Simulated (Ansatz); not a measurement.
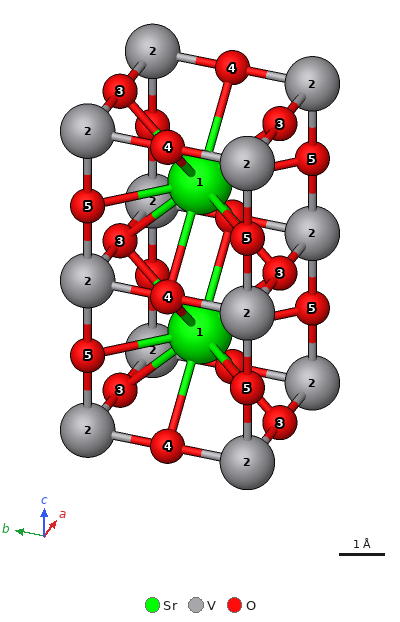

*The structure as given in the input (ball-and-stick view of the cell of the calculation, repeated 1 × 1 × 2, seen at an oblique angle; atoms are numbered from 1 in the order of the input).*

# Single-point calculation, with input and output: SrVO3

SrVO3 (Pm-3m, 5 atoms in the cell), computed with DFT PBE+U, scalar-relativistic, plane waves, PAW, Ueff = 7 eV on V atom 2 d, spin-polarised (Ansatz 0.2.0).

The structure derives from an entry of the Crystallography Open Database. It belongs to a series of runs on one base structure; here: random orbitals: harmonics, low filling. Figures and captions count atoms from 1; the log counts them from 0 in places.

## What the program printed
```
Warning: crystal.symmetry: narrowed to the stabiliser of the occupation matrices — unitary ops 48 → 16; lowered by the specified shell (site 1, l: d); largest admitted image defect 8.9e-16, smallest excluded 9.5e-1 — at a splitting's scale: the group the occupation matrices' own texture admits
Sr: projections on atomic orbitals take those of the free atom [Ar 3d10] 4s2 4p6 5s2, of charge +0.00 (hamiltonian.pseudopotentials.projection_atoms); the dataset's partial waves leave at most 2.8e-6 of an orbital's norm unspanned inside its sphere
V: projections on atomic orbitals take those of the free atom [Ne] 3s2 3p6 3d3 4s2, of charge +0.00 (hamiltonian.pseudopotentials.projection_atoms); the dataset's partial waves leave at most 5.8e-7 of an orbital's norm unspanned inside its sphere
O: projections on atomic orbitals take those of the free atom [He] 2s2 2p4, of charge +0.00 (hamiltonian.pseudopotentials.projection_atoms); the dataset's partial waves leave at most 1.9e-8 of an orbital's norm unspanned inside its sphere
Engine: ansatz 0.2.0, aarch64-unknown-linux-gnu
Pseudopotentials: kind: paw
Pseudopotential: Sr, paw, valence charge 10, recommended cutoff 420 eV (normal), Sr.paw.azcp
Pseudopotential: V, paw, valence charge 13, recommended cutoff 420 eV (normal), V.paw.azcp
Pseudopotential: O, paw, valence charge 6, recommended cutoff 420 eV (normal), O.paw.azcp
Functional definition: PBE
  parameter kappa = 0.804
  parameter beta = 0.06672455060314922
  exchange = pbe_x(kappa = kappa, mu = beta*pi^2/3)
  correlation = pbe_c(beta = beta)
Crystal: 5 atoms, lattice volume = 56.663 Å³
Basis set: ecut = 420 eV, 1141 PW (Γ), exchange–correlation on 54×54×54 points (8 copies of the dense FFT grid, shifted against one another)
Bands: 26, of which v1, the nominal top of the filled ones, is band 21 counted from 1 (20 counted from 0)
Symmetry: 16 space group operations
k-points: 18 of 125
Non-local potential: Sr, projectors of the file, l = 0: 3, l = 1: 2, l = 2: 2
Non-local potential: V, projectors of the file, l = 0: 3, l = 1: 2, l = 2: 3, l = 3: 1
Non-local potential: O, projectors of the file, l = 0: 2, l = 1: 2, l = 2: 1
PAW form: soft (Blöchl's): semilocal exchange-correlation on the pseudo side does not see the compensation charge
PAW one-centre angular grid: Sr, 110 points (default); XC on 64 Gauss nodes
PAW one-centre angular grid: V, 590 points (default); XC on 64 Gauss nodes
PAW one-centre angular grid: O, 110 points (default); XC on 64 Gauss nodes
Initial density: superposition of atomic densities (chi_scale 0.1, normalization cell, long waves kept (reshape's long-wave potential 0.00 eV rms))
Starting moments: Σ|m| = 1 μB on 1 of 5 sites
Initial wavefunctions: pseudopotential atomic-orbital guess
Functional: x = pbe(κ = 0.804, μ = 0.2195149727645171), c = pbe(β = 0.06672455060314922)
SCF iter   1: F=—  HF=-8166.027359 eV  |F-HF|=—  |Δ(HF+E_count)|=         —  Δρ=4.98e-2 (↑4.98e-2 ↓2.53e-2)  dr2=1.84e0  dr2_m=2.90e-1  M=1.000 μB ∫|m|=1.046 μB  β_m=0.30  ethr=3.10e-3  ⟨swp⟩=6.8  Hψ=4412  notcnv=0
preconditioner: auto → Resta (q_TF=auto, 2.585 Å⁻¹)  ε∞=5.6  [insulator: Δε(μ)=1.227 eV  Ē_g=12.852 eV  σ=0.050 eV  W_gap=1.00  n_scr=18 (ndim 8)  ℏωp=27.5 eV  f_vac=0.000  D(μ)=0.00/eV (n_scr^D=0)  ε∞_Penn≈5.6]
spin=Collinear: Resta preconditioning applied to the charge; magnetization (m = ρ↑ − ρ↓) channel mixes plain (no charge-response kernel on spin).
SCF iter   2: F=—  HF=-8165.939327 eV  |F-HF|=—  |Δ(HF+E_count)|=   8.80e-2  Δρ=3.40e-2 (↑3.40e-2 ↓2.11e-2)  dr2=8.26e-1  dr2_m=1.64e-1  M=1.000 μB ∫|m|=1.063 μB  β_m=0.30  ethr=3.10e-3  ⟨swp⟩=2.0  Hψ=1375  notcnv=0  defer=49
SCF iter   3: F=—  HF=-8165.848740 eV  |F-HF|=—  |Δ(HF+E_count)|=   9.06e-2  Δρ=1.73e-2 (↑1.73e-2 ↓1.44e-2)  dr2=1.32e-1  dr2_m=9.42e-2  M=1.000 μB ∫|m|=1.078 μB  β_m=0.30  ethr=2.02e-3  ⟨swp⟩=2.3  Hψ=1676  notcnv=0  defer=49
SCF iter   4: F=—  HF=-8165.883821 eV  |F-HF|=—  |Δ(HF+E_count)|=   3.51e-2  Δρ=1.13e-2 (↑1.07e-2 ↓1.13e-2)  dr2=2.26e-2  dr2_m=5.39e-2  M=1.000 μB ∫|m|=1.090 μB  β_m=0.30  ethr=3.21e-4  ⟨swp⟩=2.2  Hψ=1768  notcnv=0  defer=47
SCF iter   5: F=—  HF=-8165.914814 eV  |F-HF|=—  |Δ(HF+E_count)|=   3.10e-2  Δρ=8.67e-3 (↑7.21e-3 ↓8.67e-3)  dr2=3.80e-3  dr2_m=3.15e-2  M=1.000 μB ∫|m|=1.099 μB  β_m=0.30  ethr=5.50e-5  ⟨swp⟩=2.2  Hψ=1729  notcnv=0  defer=45
SCF iter   6: F=—  HF=-8165.930093 eV  |F-HF|=—  |Δ(HF+E_count)|=   1.53e-2  Δρ=5.99e-3 (↑5.99e-3 ↓5.93e-3)  dr2=8.44e-4  dr2_m=1.81e-2  M=1.000 μB ∫|m|=1.107 μB  β_m=0.30  ethr=9.28e-6  ⟨swp⟩=2.0  Hψ=1801  notcnv=0  defer=45
SCF iter   7: F=—  HF=-8165.938184 eV  |F-HF|=—  |Δ(HF+E_count)|=   8.09e-3  Δρ=4.62e-3 (↑4.51e-3 ↓4.62e-3)  dr2=1.01e-4  dr2_m=1.08e-2  M=1.000 μB ∫|m|=1.114 μB  β_m=0.30  ethr=2.06e-6  ⟨swp⟩=2.0  Hψ=1700  notcnv=0  defer=45
Mixer restart at iter 7: flushing history
spin-set hold released at iteration 7 (site moments contracting): the magnetisation degrees of freedom join the quasi-Newton model from the next iteration; the mixer history was flushed
SCF iter   8: F=—  HF=-8165.942522 eV  |F-HF|=—  |Δ(HF+E_count)|=   4.34e-3  Δρ=3.53e-3 (↑3.50e-3 ↓3.53e-3)  dr2=5.02e-5  dr2_m=6.39e-3  M=1.000 μB ∫|m|=1.120 μB  β_m=0.65  ethr=2.46e-7  ⟨swp⟩=2.0  Hψ=1664  notcnv=0  defer=44
SCF iter   9: F=—  HF=-8165.948228 eV  |F-HF|=—  |Δ(HF+E_count)|=   5.71e-3  Δρ=7.44e-4 (↑2.71e-4 ↓7.44e-4)  dr2=2.43e-4  dr2_m=1.03e-4  M=1.000 μB ∫|m|=1.141 μB  β_m=0.72  ethr=1.22e-7  ⟨swp⟩=3.4  Hψ=2302  notcnv=0  defer=44
SCF iter  10: F=—  HF=-8165.948254 eV  |F-HF|=—  |Δ(HF+E_count)|=   2.57e-5  Δρ=4.00e-4 (↑4.00e-4 ↓1.75e-4)  dr2=1.32e-4  dr2_m=1.78e-5  M=1.000 μB ∫|m|=1.142 μB  β_m=0.71  ethr=1.22e-7  ⟨swp⟩=2.1  Hψ=1658  notcnv=0  defer=44
SCF iter  11: F=—  HF=-8165.948249 eV  |F-HF|=—  |Δ(HF+E_count)|=   4.85e-6  Δρ=1.36e-4 (↑1.33e-4 ↓1.36e-4)  dr2=1.99e-5  dr2_m=4.10e-6  M=1.000 μB ∫|m|=1.143 μB  β_m=0.66  ethr=1.22e-7  ⟨swp⟩=2.1  Hψ=1541  notcnv=0  defer=44
SCF iter  12: F=—  HF=-8165.948247 eV  |F-HF|=—  |Δ(HF+E_count)|=   1.50e-6  Δρ=4.41e-5 (↑4.41e-5 ↓3.06e-5)  dr2=7.33e-7  dr2_m=5.43e-7  M=1.000 μB ∫|m|=1.143 μB  β_m=0.67  ethr=4.85e-8  ⟨swp⟩=2.0  Hψ=1405  notcnv=0  defer=44
SCF iter  13: F=—  HF=-8165.948248 eV  |F-HF|=—  |Δ(HF+E_count)|=   2.51e-7  Δρ=1.04e-5 (↑9.54e-6 ↓1.04e-5)  dr2=4.94e-8  dr2_m=3.91e-8  M=1.000 μB ∫|m|=1.143 μB  β_m=0.67  ethr=1.79e-9  ⟨swp⟩=2.0  Hψ=1298  notcnv=0  defer=44
Mixer restart at iter 13: flushing history
SCF iter  14: F=—  HF=-8165.948285 eV  |F-HF|=—  |Δ(HF+E_count)|=         —  Δρ=9.28e-6 (↑7.75e-6 ↓9.28e-6)  dr2=1.12e-7  dr2_m=5.60e-9  M=1.000 μB ∫|m|=1.143 μB  β_m=0.67  ethr=1.21e-10  ⟨swp⟩=2.1  Hψ=1445  notcnv=0  defer=44
SCF iter  15: F=—  HF=-8166.115258 eV  |F-HF|=—  |Δ(HF+E_count)|=   1.67e-1  Δρ=2.54e-3 (↑2.54e-3 ↓1.69e-3)  dr2=2.84e-3  dr2_m=8.37e-4  M=1.000 μB ∫|m|=1.135 μB  β_m=0.05  ethr=1.21e-10  ⟨swp⟩=6.2  Hψ=3555  notcnv=0  defer=44
SCF iter  16: F=—  HF=-8166.118542 eV  |F-HF|=—  |Δ(HF+E_count)|=   3.28e-3  Δρ=2.35e-3 (↑2.35e-3 ↓1.69e-3)  dr2=2.08e-3  dr2_m=8.28e-4  M=1.000 μB ∫|m|=1.134 μB  β_m=0.05  ethr=1.21e-10  ⟨swp⟩=3.9  Hψ=2715  notcnv=0  defer=42
SCF iter  17: F=—  HF=-8166.123632 eV  |F-HF|=—  |Δ(HF+E_count)|=   5.09e-3  Δρ=1.96e-3 (↑1.96e-3 ↓1.57e-3)  dr2=1.21e-3  dr2_m=6.91e-4  M=1.000 μB ∫|m|=1.133 μB  β_m=0.11  ethr=1.21e-10  ⟨swp⟩=4.2  Hψ=2680  notcnv=0  defer=42
SCF iter  18: F=—  HF=-8166.132131 eV  |F-HF|=—  |Δ(HF+E_count)|=   8.50e-3  Δρ=2.34e-3 (↑1.26e-3 ↓2.34e-3)  dr2=1.93e-3  dr2_m=8.66e-4  M=1.000 μB ∫|m|=1.131 μB  β_m=0.29  ethr=1.21e-10  ⟨swp⟩=5.0  Hψ=3387  notcnv=0  defer=42
SCF iter  19: F=—  HF=-8166.146111 eV  |F-HF|=—  |Δ(HF+E_count)|=   1.40e-2  Δρ=2.06e-3 (↑1.16e-3 ↓2.06e-3)  dr2=1.47e-3  dr2_m=6.91e-4  M=1.000 μB ∫|m|=1.128 μB  β_m=0.81  ethr=1.21e-10  ⟨swp⟩=4.9  Hψ=3073  notcnv=0  defer=42
SCF iter  20: F=—  HF=-8166.160950 eV  |F-HF|=—  |Δ(HF+E_count)|=   1.48e-2  Δρ=4.20e-4 (↑2.13e-4 ↓4.20e-4)  dr2=2.00e-4  dr2_m=1.24e-5  M=1.000 μB ∫|m|=1.121 μB  β_m=0.86  ethr=1.21e-10  ⟨swp⟩=5.8  Hψ=3560  notcnv=0  defer=40
SCF iter  21: F=—  HF=-8166.160981 eV  |F-HF|=—  |Δ(HF+E_count)|=   3.05e-5  Δρ=3.20e-4 (↑2.85e-4 ↓3.20e-4)  dr2=1.64e-4  dr2_m=2.14e-6  M=1.000 μB ∫|m|=1.120 μB  β_m=0.71  ethr=1.21e-10  ⟨swp⟩=5.1  Hψ=3311  notcnv=0  defer=39
SCF iter  22: F=—  HF=-8166.160950 eV  |F-HF|=—  |Δ(HF+E_count)|=   3.09e-5  Δρ=8.96e-5 (↑6.38e-5 ↓8.96e-5)  dr2=1.05e-5  dr2_m=1.45e-6  M=1.000 μB ∫|m|=1.120 μB  β_m=0.85  ethr=1.21e-10  ⟨swp⟩=4.8  Hψ=2672  notcnv=0  defer=39
SCF iter  23: F=—  HF=-8166.160955 eV  |F-HF|=—  |Δ(HF+E_count)|=   4.68e-6  Δρ=2.24e-5 (↑1.91e-5 ↓2.24e-5)  dr2=3.54e-7  dr2_m=8.47e-8  M=1.000 μB ∫|m|=1.120 μB  β_m=0.85  ethr=1.21e-10  ⟨swp⟩=3.7  Hψ=2283  notcnv=0  defer=39
iter 24 did not close the SCF: its close was put off for a magnetic moment that had not settled (scf_convergence_deferred on its scf_iter line)
SCF iter  24: F=-8166.160955 eV  HF=-8166.160955 eV  |F-HF|=2.80e-8  |Δ(HF+E_count)|=   2.70e-7  Δρ=6.79e-6 (↑6.65e-6 ↓6.79e-6)  dr2=2.08e-8  dr2_m=1.59e-8  M=1.000 μB ∫|m|=1.120 μB  β_m=0.92  ethr=1.21e-10  ⟨swp⟩=9.4  Hψ=4248  notcnv=0
iter 25 met the thresholds in force, and the SCF goes on: an eigenvalue changes by 0.19 meV, over its tolerance of 0.07 meV (output.eigenvalues, Limitations)
SCF iter  25: F=-8166.160955 eV  HF=-8166.160955 eV  |F-HF|=6.40e-9  |Δ(HF+E_count)|=   6.18e-8  Δρ=3.12e-6 (↑1.73e-6 ↓3.12e-6)  dr2=9.48e-9  dr2_m=9.22e-10  M=1.000 μB ∫|m|=1.119 μB  β_m=0.96  ethr=5.07e-11  ⟨swp⟩=2.1  Hψ=3362  notcnv=0
SCF iter  26: F=-8166.160955 eV  HF=-8166.160955 eV  |F-HF|=2.55e-8  |Δ(HF+E_count)|=   7.15e-9  Δρ=3.86e-6 (↑3.13e-6 ↓3.86e-6)  dr2=2.71e-8  dr2_m=1.32e-10  M=1.000 μB ∫|m|=1.119 μB  ethr=2.31e-11  ⟨swp⟩=1.6  Hψ=2780  notcnv=0
SCF 1 converged in 26 iterations: F = -8166.160955 eV  dr2 = 2.71e-8
  greatest PAW one-centre occupation: 1.000 electrons in one spin orbital (limit 2), on the V atom at site 1 (counted from 0), in its partial waves of l = 0
SCF converged after 26 iterations
an eigenvalue changed by more than its tolerance at an iteration that met the thresholds in force, so the SCF went on 1 time: the last check found none over its tolerance
Magnetization: 1.0000 μB (21.0000 up, 20.0000 down)
Absolute magnetization: 1.1480 μB (∫|ρ↑−ρ↓|, with the PAW one-centre terms)
Spin contamination: 0.0200 ħ² per cell (⟨S²⟩ above its minimum at these occupations)
Per-site moments (μB) at R_I (Å): [(0.0017768954017231056, 1.1203194797830784), (0.5519536789028994, 0.79218550125), (0.06173788092130978, 0.79218550125), (0.11449744691878093, 0.79218550125), (0.11449744691878112, 0.79218550125)]
Free energy (F): -8166.160955 eV
Harris-Foulkes:  -8166.160955 eV  (|F-HF|=2.55e-8)
Internal energy: -8166.160955 eV  (E = F + TS)
E sigma→0 (E₀):  -8166.160955 eV
Fermi energy:    11.278243 eV
--- Per-component energies (eV) ---
  E_band       = -224.248874
  E_kinetic    = 1112.151086
  E_local      = -2638.355398  (includes V_loc(G=0)·N_el)
  E_nonlocal   = 296.127145
  E_hartree    = 981.977036
  E_xc         = -528.558590
  E_vxc        = -614.495477  (∫ρ·V_xc dr)
  E_hubbard    = -1.782685  (on-site DFT+U / exact-exchange correction)
  E_vhub       = -3.565398  (the Hubbard potential's part of the band-sum identity)
  E_paw        = -4278.669711  (= ΣΔE_a)
  E_vpaw       = -340.069631  (= ΣTr[D̂ρ^β])
  E_aug_tail   = 0.007692  (compensation charges beyond the density's cutoff)
  E_ewald      = -3109.057530
  E_smearing   = -0.000000  (= −TS)
  E_closure    = -0.000000  (closes the sum)
  Σ components = -8166.160955   (vs F -8166.160955, Δ=0.00e0)
DFT+U double counting: amf (around mean field; hamiltonian.hubbard.double_counting)
--- Specified on-site occupations, and those of the state reported ---
  electrons in the specified blocks: 1.1500 specified, 3.2490 found
  site 1 (l=d) ↓: largest change of an orbital's occupation 0.3351; electrons 0.1000 specified, 1.3167 found; spectral distance 0.5687
  site 1 (l=d) ↑: largest change of an orbital's occupation 0.2990; electrons 1.0500 specified, 1.9323 found; spectral distance 0.4523
--- Forces (eV/Å), atoms counted from 1 ---
  atom   1  Sr     0.00000000    -0.00000000     0.00000000
  atom   2  V      0.00000000     0.00000000     0.00000000
  atom   3  O      0.00000000     0.00000000     0.00000000
  atom   4  O     -0.00000000     0.00000000     0.00000000
  atom   5  O      0.00000000     0.00000000     0.00000000
  max |Σ_I F_I| component: 5.52e-30 eV/Å
--- Stress (GPa, compression-positive) ---
        0.882676       0.000000       0.000000
        0.000000      11.559428       0.000000
        0.000000       0.000000      11.559428
  P = ⅓ Tr σ = 8.0005 GPa (80.005 kbar)
--- Band table (eV; the first three rows and the last of 36) ---
  k-point 0 ↑: bands = ["-53.9838", "-28.0745", "-27.6607", "-27.6607", "-21.8717", "-7.2958", "-6.1329", "-5.7962", "-3.9092", "-3.9092", "-3.8452", "6.5364", "7.1158", "7.3552", "7.3552", "9.2286", "9.2286", "9.3908", "10.0049", "10.2170", "10.2170", "12.5553", "12.5553", "13.3550", "14.4177", "16.1385"]
  k-point 1 ↑: bands = ["-53.9835", "-28.0739", "-27.6715", "-27.6601", "-21.8604", "-7.3432", "-6.0837", "-5.8417", "-3.8968", "-3.8209", "-3.6716", "6.0660", "6.8941", "7.1155", "7.3835", "8.8146", "8.9712", "9.2824", "9.4831", "9.7962", "10.4230", "12.5948", "13.2044", "13.5250", "15.2694", "16.7922"]
  k-point 2 ↑: bands = ["-53.9830", "-28.0731", "-27.6891", "-27.6592", "-21.8420", "-7.4751", "-6.0153", "-5.7618", "-3.8766", "-3.7810", "-3.3606", "5.5837", "6.1512", "7.1155", "7.2435", "7.9794", "8.4137", "8.5957", "9.5720", "9.6162", "10.9721", "12.6607", "13.5880", "14.0523", "16.3048", "17.9359"]
  k-point 17 ↓: bands = ["-53.3107", "-28.0627", "-26.7158", "-26.7157", "-21.7971", "-6.2818", "-5.7248", "-5.5723", "-4.1049", "-4.0782", "-3.8689", "5.4164", "5.8750", "6.1511", "6.5813", "6.7365", "7.3351", "10.2803", "10.3639", "10.7845", "13.8172", "13.8320", "15.4737", "16.8892", "17.4540", "18.2086"]
Occupation matrices written to [file]
--- Löwdin populations: 5 sites ---
  site symbol       q [e]    m [muB]
     0     Sr      8.2635     0.0061
     1      V     11.6665     0.6162
     2      O      6.8857     0.0773
     3      O      6.9239     0.1463
     4      O      6.9239     0.1463
  spilling = 0.008209 (of n_electrons = 41.000000)
--- Occupation matrices: 1 shell (run DFT+U table (all-electron-ortho-atomic); ε = 3.03e-3) ---
  V1 d_3D: site group Oh (m-3m)
  V1 d_3D up     Tr n = 1.9323  λ = 0.165 0.165 0.290 0.319 0.994  [2× xz 0.50 (T2g 1.00) T2g(1.00) | z2 0.75 (Eg 1.00) Eg(1.00) | x2-y2 0.75 (Eg 1.00) Eg(1.00) | yz 1.00 (T2g 1.00) T2g(1.00)]
  V1 d_3D dn     Tr n = 1.3167  λ = 0.164 0.227 0.227 0.343 0.355  [yz 1.00 (T2g 1.00) T2g(1.00) | 2× xz 0.50 (T2g 1.00) T2g(1.00) | z2 0.75 (Eg 1.00) Eg(1.00) | x2-y2 0.75 (Eg 1.00) Eg(1.00)]
  specified occupation → V1 d_3D up: matrix, ‖Δ‖_F = 0.4523, Tr Δ = -0.8823, displaced = 0.4412, d_λ = 0.4523; orbital distance = 0.0000
  specified occupation → V1 d_3D dn: matrix, ‖Δ‖_F = 0.5687, Tr Δ = -1.2167, displaced = 0.6083, d_λ = 0.5687; orbital distance = 0.0000
  Tr n, λ and their labels are of the run-group-symmetrised matrices; stabiliser: 16 of 96 elements of G0×{1,Θ} (closed), max defect 1.2e-15 at τ = 6.4e-4
```

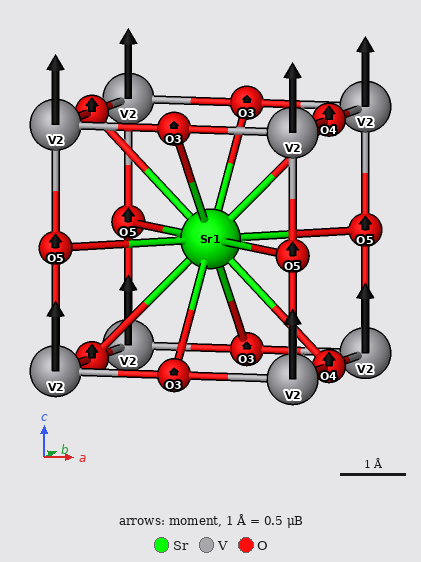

*Magnetic moments of the sites as black arrows (ball-and-stick view of the cell of the calculation, seen slightly off an axis; atoms are numbered from 1 in the order of the input); small moments hardly show. The run is collinear, so the axis drawn is arbitrary.*

Site moments: V2 (0.55 μB); O4, O5 (0.11 μB); O3 (0.06 μB). They are counted near the atoms and needn't add up to the moment of the cell.

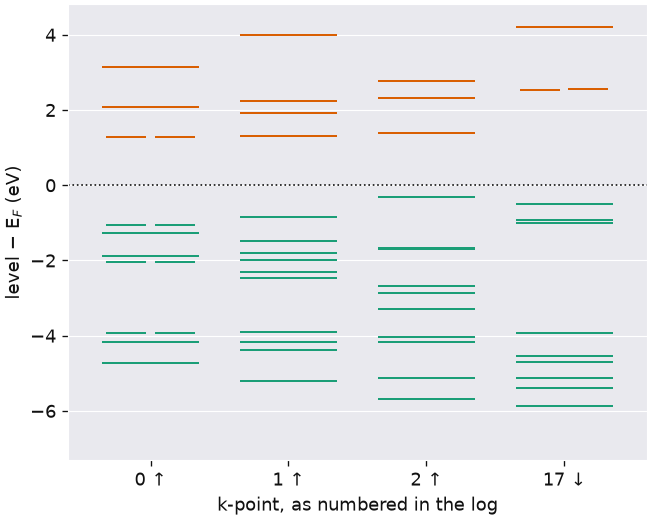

*Kohn–Sham levels near the Fermi level (dotted) at the few k-points that the log prints; levels within 0.02 eV of each other stand side by side.*

Among these points the highest filled and lowest empty levels are 1.58 eV apart; the gap on the full mesh, 0.52 eV, has an edge at a point that isn't printed.

This output came from the following input.

## Input
```yaml
crystal:
  lattice:
    - [3.8408994, 0.0, 0.0]
    - [0.0, 3.8408994, 0.0]
    - [0.0, 0.0, 3.8408994]
  atoms:
    - { symbol: Sr, position: [0.5, 0.5, 0.5] }
    - { symbol: V, position: [0.0, 0.0, 0.0], spin: 1.0 }
    - { symbol: O, position: [0.5, 0.0, 0.0] }
    - { symbol: O, position: [0.0, 0.5, 0.0] }
    - { symbol: O, position: [0.0, 0.0, 0.5] }
basis:
  ecutwfc: 420
  ecutrho_ratio: 4
kpoints:
  mp_grid: { grid: [5, 5, 5] }
hamiltonian:
  xc: pbe
  hubbard:
    sites:
      - { site: 1, l: d, u_eff: 7.0, starting_ns: [{ spin: up, occupation_matrix: s1up }, { spin: down, occupation_matrix: s1down }] }
    double_counting: amf
    occupation_matrices:
      s1up:
        matrix:
          - [0.02, 0.0, 0.0, 0.0, 0.0]
          - [0.0, 0.02, 0.0, 0.0, 0.0]
          - [0.0, 0.0, 0.97, 0.0, 0.0]
          - [0.0, 0.0, 0.0, 0.02, 0.0]
          - [0.0, 0.0, 0.0, 0.0, 0.02]
      s1down:
        matrix:
          - [0.02, 0.0, 0.0, 0.0, 0.0]
          - [0.0, 0.02, 0.0, 0.0, 0.0]
          - [0.0, 0.0, 0.02, 0.0, 0.0]
          - [0.0, 0.0, 0.0, 0.02, 0.0]
          - [0.0, 0.0, 0.0, 0.0, 0.02]
    ns_hold: until_converged
scf:
  occupations: { method: gaussian, width: 0.05 }
  lower_state_search: "off"
  max_iter: 150
output:
  forces: true
  stress: true
  eigenvalues: true
  populations: true
  hubbard: { sites: [{ site: 1, l: d }] }
magnetization:
  spin_polarized: true
```

Launch command:
```bash
ansatz run input.yaml --threads 4 --pin off --max-ram 6144MiB --backend cpu --events-out ev --progress --plain --runs-dir out
```

## Results in brief

```csv
quantity,value
outcome,converged
space group (tolerance 0.01 Å),Pm-3m (221)
electrons treated,41
free energy,−8166.1610 eV
Fermi energy,11.278 eV
gap on the k-point mesh,0.52 eV
net moment of the cell,1.00 μB
integrated absolute moment,1.15 μB
pressure,8.00 GPa
largest force (length of the vector),under 0.001 eV/Å
hardware,"4 threads of Arm Neoverse V2, 24 GiB of memory available, shared host"
wall time,2.9 s (CPU time 11 s)
peak memory,0.4 GiB
```

Warnings of the run: the occupation matrices lower the symmetry.
